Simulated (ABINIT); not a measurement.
# A GW chain in ABINIT: LiF (Griceite), part 2 of 2

Aim: the G0W0 gap of LiF (Griceite) on PBE, step by step.

ABINIT 10.8.3; PBE and many-body steps on it, plane waves. Known limits of the many-body steps: not at the basis limit.

So far. Step 2 (Ground state): The gap is direct, at Γ. Step 3 (Bands along the symmetry lines): The gap is 9.114 eV, −0.001 eV from the run before at this level.

## Step 4: Empty states on the mesh, 8×8×8 mesh, 102 bands

Level of this step: DFT, PBE, plane waves, norm-conserving pseudopotentials (ABINIT).

The sums over transitions need many empty states on a uniform mesh; this step solves for them.

Input file run.abi:

```
acell 3*1.0 Angstrom
rprim 
  0.000000000000 2.014000000000 2.014000000000
  2.014000000000 0.000000000000 2.014000000000
  2.014000000000 2.014000000000 -0.000000000000
ntypat 2
znucl 3 9
natom 2
typat 1 2
xred 
  0.000000000000 0.000000000000 0.000000000000
  0.500000000000 0.500000000000 0.500000000000
pp_dirpath "pseudos"
pseudos "Li.upf, F.upf"
ecut 36
ngkpt 8 8 8
nshiftk 1
shiftk 0 0 0
kptopt 1
chksymbreak 0
irdden 1
istwfk *1
nband 102
prtvol 0
optdriver 6
gwr_task "HDIAGO"
paral_kgb 0
occopt 1
indata_prefix "in"
outdata_prefix "out"
tmpdata_prefix "tmp"
```

Command:

```console
$ OMP_NUM_THREADS=1 mpirun -n 8 abinit run.abi > log
```

Numbers of over 12 decimals in the logs are rounded to 6 here.

Output:

```text
[banner, memory and clock lines left out]
.Version 10.8.3 of ABINIT. v10.8.2 released Aug 2026.

 Symmetries : space group Fm -3 m (#225); Bravais cF (face-center cubic)
[... echo of the input left out ...]
== DATASET  1 ==================================================================
-   mpi_nproc: 8, omp_nthreads: 1 (-1 if OMP is not activated)

--- !DatasetInfo
iteration_state: {dtset: 1, }
dimensions: {natom: 2, nkpt: 29, mband: 102, nsppol: 1, nspinor: 1, nspden: 1, mpw: 1158, }
cutoff_energies: {ecut:  36.0, pawecutdg:  -1.0, }
electrons: {nelect:   1.00000000E+01, charge:   0.00000000E+00, occopt:   1.00000000E+00, tsmear:   1.00000000E-02, }

.Using double precision arithmetic; gwpc =  8

- Reading GS density from: in_DEN

--- Pseudopotential description ------------------------------------------------
- Li Generated using ONCVPSP code by D. R. Hamann
-  3.00000   3.00000  171031                  znucl, zion, pspdat
12 -101130 1 -1 1944                          pspcod,pspxc,lmax,lloc,mmax
     nproj     2     2     0
  pspatm : epsatm=    2.74360059
         --- l  ekb(1:nproj) -->
             0   -4.951544   -1.544797
             1   -2.250661   -0.474685
 pspatm: atomic psp has been read  and splines computed

- F Generated using ONCVPSP code by D. R. Hamann
-  9.00000   7.00000  171031                  znucl, zion, pspdat
12 -101130 2 -1 832                           pspcod,pspxc,lmax,lloc,mmax
     nproj     2     2     1
  pspatm : epsatm=    4.87625608
         --- l  ekb(1:nproj) -->
             0    6.519403    1.070094
             1   -3.955629   -1.291931
             2   -2.441503
 pspatm: atomic psp has been read  and splines computed

   7.61985667E+01                                ecore*ucvol(ha*bohr**3)

 Total charge density [el/Bohr^3]
)     Maximum=    2.7954E+00  at reduced coord.    0.0000    0.0000    0.0000
)     Minimum=    5.6152E-03  at reduced coord.    0.2667    0.2333    0.2333
   Integrated=    1.0000E+01

 === KS gaps after direct diagonalization ===
 Direct band gap semiconductor
 Fundamental gap:     9.115 (eV)
   VBM:    -0.974 (eV) at k: [ 0.0000E+00,  0.0000E+00,  0.0000E+00]
   CBM:     8.141 (eV) at k: [ 0.0000E+00,  0.0000E+00,  0.0000E+00]
 Direct gap:         9.115 (eV) at k: [ 0.0000E+00,  0.0000E+00,  0.0000E+00]

== END DATASET(S) ==============================================================

 -outvars: echo values of variables after computation  --------
           etotal      0.0000000000E+00
            nband         102
             nkpt          29
          spgroup         225
 [... the other variables as echoed above ...]

 Calculation completed.
```

The job ended after 8.6 s (8 MPI ranks of Arm Neoverse V1, shared host; peak memory 1 GiB; 68 s of CPU time).

Numbers from this step:

```yaml
gap: 9.115 eV
k_of_the_valence_top: 0, 0, 0
k_of_the_conduction_bottom: 0, 0, 0
least_direct_gap: 9.115 eV
k_points_computed: 29
lowest_point_of_the_top_converged_band_above_the_valence_top: 169.8121 eV
```

On this mesh the gap is 9.115 eV.

## Step 5: Screening, 8×8×8 mesh, 94 bands, screening to 239.5 eV

The RPA dielectric matrix is built and inverted for each q.

This step: RPA screening on PBE, plane waves, norm-conserving pseudopotentials.

Changes to run.abi since step 4:

```diff
@@ -20,10 +20,11 @@
 chksymbreak 0
-irdden 1
 istwfk *1
-nband 102
-prtvol 0
-optdriver 6
-gwr_task "HDIAGO"
-paral_kgb 0
 occopt 1
+irdwfk 1
+optdriver 3
+nband 94
+ecuteps 8.8
+inclvkb 2
+awtr 1
+symchi 1
 indata_prefix "in"
```

Output:

```text
.Version 10.8.3 of ABINIT. v10.8.2 released Aug 2026.

 Symmetries : space group Fm -3 m (#225); Bravais cF (face-center cubic)
[... echo of the input left out ...]
== DATASET  1 ==================================================================
-   mpi_nproc: 8, omp_nthreads: 1 (-1 if OMP is not activated)

--- !DatasetInfo
iteration_state: {dtset: 1, }
dimensions: {natom: 2, nkpt: 29, mband: 94, nsppol: 1, nspinor: 1, nspden: 1, mpw: 1158, }
cutoff_energies: {ecut:  36.0, pawecutdg:  -1.0, }
electrons: {nelect:   1.00000000E+01, charge:   0.00000000E+00, occopt:   1.00000000E+00, tsmear:   1.00000000E-02, }

 SCREENING: Calculation of the susceptibility and dielectric matrices

 Based on a program developped by R.W. Godby, V. Olevano, G. Onida, and L. Reining.
 Incorporated in ABINIT by V. Olevano, G.-M. Rignanese, and M. Torrent.
.Using double precision arithmetic ; gwpc =  8

[... cell and pseudopotentials left out ...]
--------------------------------------------------------------------------------

 ==== K-mesh for the wavefunctions ====
 Number of points in the irreducible wedge :    29
[... list of points left out ...]
 Together with 48 symmetry operations and time-reversal symmetry
 yields   512 points in the full Brillouin Zone.

 ==== Q-mesh for the screening function ====
 Number of points in the irreducible wedge :    29
[... list of points left out ...]
 Together with 48 symmetry operations and time-reversal symmetry
 yields   512 points in the full Brillouin Zone.

 setmesh: FFT mesh size selected  =    24x   24x   24
          total number of points  =        13824

 vcoul_init : cutoff-mode = AUXILIARY_FUNCTION
 q-points for optical limit:   1
     1)      0.000010    0.000020    0.000030

- screening: taking advantage of time-reversal symmetry
- Maximum band index for partially occupied states nbvw = 5
- Remaining bands to be divided among processors   nbcw = 89
- Number of bands treated by each node ~11

 Number of electrons calculated from density =   10.0000; Expected =   10.0000
 average of density, n =  0.090697
 r_s =    1.3807
 omega_plasma =   29.0505 [eV]

 calculating chi0 at frequencies [eV] :
  1    0.000000E+00    0.000000E+00
  2    0.000000E+00    2.905047E+01

--------------------------------------------------------------------------------
  q-point number  1        q = ( 0.000000, 0.000000, 0.000000) [r.l.u.]
--------------------------------------------------------------------------------
[... chi0 elements left out ...]
 For q-point:  0.000010 0.000020 0.000030
  dielectric constant =   1.9674
  dielectric constant without local fields =   2.0778

  Average fulfillment of the sum rule on Im[epsilon] for q-point    1 :     80.06  [%]
[... wings left out ...]
  q-point number  2        q = ( 0.125000, 0.000000, 0.000000) [r.l.u.]
--------------------------------------------------------------------------------
[... chi0 elements left out ...]
  Average fulfillment of the sum rule on Im[epsilon] for q-point    2 :     93.60  [%]

 [... 27 further q-points ...]
```

The job ended after 1.8 min (8 MPI ranks; peak memory 1.7 GiB).

Numbers from this step:

- ε∞ with local fields, on this mesh, along the program's q direction: 1.967
- the same without local fields: 2.078
- plasma frequency: 29.05 eV
- plane waves in the screening matrix: 137

Local fields lower ε∞ by 5 %.

## Step 6: Self-energy, 8×8×8 mesh, 94 bands, screening to 239.5 eV

The self-energy is evaluated for the states that the input lists, and the levels follow from it, in one-shot runs by the linearised quasiparticle equation.

This step: G0W0 on PBE, plane waves, norm-conserving pseudopotentials.

Changes to run.abi since step 5:

```diff
@@ -23,8 +23,15 @@
 irdwfk 1
-optdriver 3
+optdriver 4
 nband 94
+gwcalctyp 0
+ecutsigx 36
+symsigma 1
+nkptgw 1
+kptgw 
+  0.0000000000 0.0000000000 0.0000000000
+bdgw 
+  3 9
 ecuteps 8.8
-inclvkb 2
-awtr 1
-symchi 1
+irdscr 1
+ppmodel 1
 indata_prefix "in"
```

Output:

```text
.Version 10.8.3 of ABINIT. v10.8.2 released Aug 2026.

 Symmetries : space group Fm -3 m (#225); Bravais cF (face-center cubic)
[... echo of the input left out ...]
== DATASET  1 ==================================================================
-   mpi_nproc: 8, omp_nthreads: 1 (-1 if OMP is not activated)

--- !DatasetInfo
iteration_state: {dtset: 1, }
dimensions: {natom: 2, nkpt: 29, mband: 94, nsppol: 1, nspinor: 1, nspden: 1, mpw: 1158, }
cutoff_energies: {ecut:  36.0, pawecutdg:  -1.0, }
electrons: {nelect:   1.00000000E+01, charge:   0.00000000E+00, occopt:   1.00000000E+00, tsmear:   1.00000000E-02, }

 SIGMA: Calculation of the GW corrections

 Based on a program developped by R.W. Godby, V. Olevano, G. Onida, and L. Reining.
 Incorporated in ABINIT by V. Olevano, G.-M. Rignanese, and M. Torrent.
.Using double precision arithmetic ; gwpc =  8

[... cell and pseudopotentials left out ...]
--------------------------------------------------------------------------------

 ==== K-mesh for the wavefunctions ====
 Number of points in the irreducible wedge :    29
[... list of points left out ...]
 Together with 48 symmetry operations and time-reversal symmetry
 yields   512 points in the full Brillouin Zone.

 ==== Q-mesh for screening function ====
 Number of points in the irreducible wedge :    29
[... list of points left out ...]
 Together with 48 symmetry operations and time-reversal symmetry
 yields   512 points in the full Brillouin Zone.

 vcoul_init : cutoff-mode = AUXILIARY_FUNCTION
 q-points for optical limit:   1
     1)      0.000010    0.000020    0.000030
 setmesh: FFT mesh size selected  =    30x   30x   30
          total number of points  =        27000

 Number of electrons calculated from density =   10.0000; Expected =   10.0000
 average of density, n =  0.090697
 r_s =    1.3807
 omega_plasma =   29.0505 [eV]

 === KS Band Gaps ===
  >>>> For spin  1
   Minimum direct gap =   9.1146 [eV], located at k-point      :   0.0000  0.0000  0.0000
   Fundamental gap    =   9.1146 [eV], Top of valence bands at :   0.0000  0.0000  0.0000
                                       Bottom of conduction at :   0.0000  0.0000  0.0000
 SIGMA fundamental parameters:
 PLASMON POLE MODEL  1
 number of plane-waves for SigmaX                 1139
 number of plane-waves for SigmaC and W            137
 number of plane-waves for wavefunctions          1139
 number of bands                                    94
 number of independent spin polarizations            1
 number of spinorial components                      1
 number of k-points in IBZ                          29
 number of q-points in IBZ                          29
 number of symmetry operations                      48
 number of k-points in BZ                          512
 number of q-points in BZ                          512
 number of frequencies for dSigma/dE                 9
 frequency step for dSigma/dE [eV]                0.25
 number of omega for Sigma on real axis              0
 max omega for Sigma on real axis  [eV]           0.00
 zcut for avoiding poles [eV]                     0.10

 EPSILON^-1 parameters (SCR file):
 dimension of the eps^-1 matrix on file            137
 dimension of the eps^-1 matrix used               137
 number of plane-waves for wavefunctions          1139
 number of bands                                    94
 number of q-points in IBZ                          29
 number of frequencies                               2
 number of real frequencies                          1
 number of imag frequencies                          1

 matrix elements of self-energy operator (all in [eV])

 Perturbative Calculation

--- !SelfEnergy_ee
iteration_state: {dtset: 1, }
kpoint     : [   0.000,    0.000,    0.000, ]
spin       : 1
KS_gap     :    9.115
QP_gap     :   13.361
Delta_QP_KS:    4.246
data: !SigmaeeData |
     Band     E0 <VxcDFT>   SigX SigC(E0)      Z dSigC/dE  Sig(E)    E-E0       E
        3  -0.974 -23.053 -30.736   4.456   0.828  -0.208 -25.723  -2.670  -3.644
        4  -0.974 -23.053 -30.736   4.456   0.828  -0.208 -25.723  -2.670  -3.644
        5  -0.974 -23.053 -30.736   4.456   0.828  -0.208 -25.723  -2.670  -3.644
        6   8.141 -11.451  -6.603  -3.079   0.891  -0.122  -9.875   1.576   9.717
        7  23.017 -10.011  -3.078  -4.117   0.879  -0.138  -7.536   2.475  25.492
        8  23.017 -10.011  -3.078  -4.117   0.879  -0.138  -7.536   2.475  25.492
        9  23.017 -10.011  -3.078  -4.117   0.879  -0.138  -7.536   2.475  25.492

== END DATASET(S) ==============================================================
================================================================================

 -outvars: echo values of variables after computation  --------
           etotal      0.0000000000E+00
            nband          94
             nkpt          29
          spgroup         225
 [... the other variables as echoed above ...]

 Calculation completed.
```

It took 4.8 s on 8 MPI ranks; peak memory 1.2 GiB; 38 s of CPU time.

This step gave:

- G0W0 gap on the points computed: 13.36 eV
- starting gap on the mesh: 9.115 eV
- k of the valence top: 0, 0, 0
- k of the conduction bottom: 0, 0, 0
- Z at the valence top: 0.828
- Z at the conduction bottom: 0.891
- least direct G0W0 gap on the computed points: 13.36 eV

The gap on the mesh goes from 9.11 eV to 13.36 eV, a correction of +4.25 eV.

Limits: finite bands, cutoff and mesh. v1 is the top filled band, c1 the lowest empty one. Levels before and after the correction, in eV, zero at the valence-band top of each column:

|  | conduction bottom | valence top |
| --- | --- | --- |
| Kohn-Sham | 9.11 | 0.00 |
| G0W0 | 13.36 | 0.00 |

|  | level | energy (eV) |
| --- | --- | --- |
| Kohn-Sham | Γ v3-v1 | 0.000 |
| Kohn-Sham | Γ c1 | 9.115 |
| Kohn-Sham | Γ c2-c4 | 23.991 |
| G0W0 | Γ v3-v1 | 0.000 |
| G0W0 | Γ c1 | 13.361 |
| G0W0 | Γ c2-c4 | 29.136 |

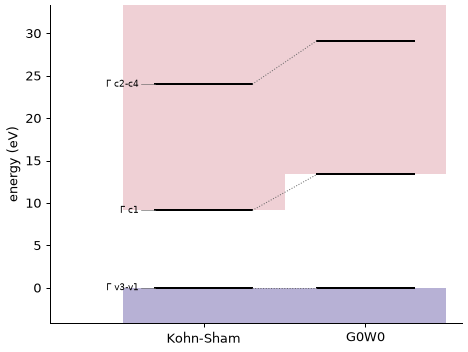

Levels before and after the correction. Shaded: valence and conduction bands.

## Step 7: Where the time went

Times are wall times on 8 MPI ranks of Arm Neoverse V1, shared host, good to a factor of about two.

| step | time | share | memory (GiB) |
| --- | --- | --- | --- |
| ground state | 3.2 s | 3 % | 0.46 |
| bands along the symmetry lines | 2.8 s | 2 % | 0.07 |
| empty states on the mesh | 8.6 s | 7 % | 1.0 |
| screening | 1.8 min | 85 % | 1.7 |
| self-energy | 4.8 s | 4 % | 1.2 |

## Step 8: Results

| Property | Result |
| --- | --- |
| PBE gap | 9.11 eV, indirect (only 1 meV under the direct gap) |
| G0W0 gap on the mesh | 13.36 eV |
| GW settings | 8×8×8 mesh, 94 bands, screening to 239.5 eV, Godby-Needs plasmon pole |
| known limits | not at the basis limit |

G0W0 moves the gap on the mesh from 9.11 eV to 13.36 eV (+4.25 eV), with Z of 0.83 and 0.89 at the edges. Local fields lower the RPA ε∞ on this mesh from 2.08 to 1.97. Only 1 of the mesh's irreducible points was corrected, so a valley elsewhere could overtake. The dearest step here is «screening». Bands and cutoff are finite, so the gap is not at the basis limit. The miss can reach some tenths of an eV and take either sign; the mesh is an error of its own. In the G0W0 run levels were corrected at 1 k point alone, so a gap called «on the mesh» is the least over those, and an edge elsewhere would be missed.

[Paths, hosts, dates, memory and timing lines, banners, echoed tables and standing remarks are left out of the program output.]

[Logs are printed without paths, hosts, clocks, repeated set-up lines and the standing remarks that a program may print on its own settings, such as how far it seeks lower states.]

[Runs of the session that timed out or met a known fault of the program may be left out.]

[Hosts, paths, dates, database ids (printed as entryN), source tags and the programs' standing remarks are cut or masked in the printed files.]

[G0W0 gaps are taken among the corrected bands and points alone; a level outside them can change the order at an edge.]

[Where Ansatz stands beside ABINIT at settings called matched, ABINIT's density can come from a denser mesh and the files from another edition; pairs whose starting gaps differed by over 0.03 eV were left out, so agreement reads better than it is.]
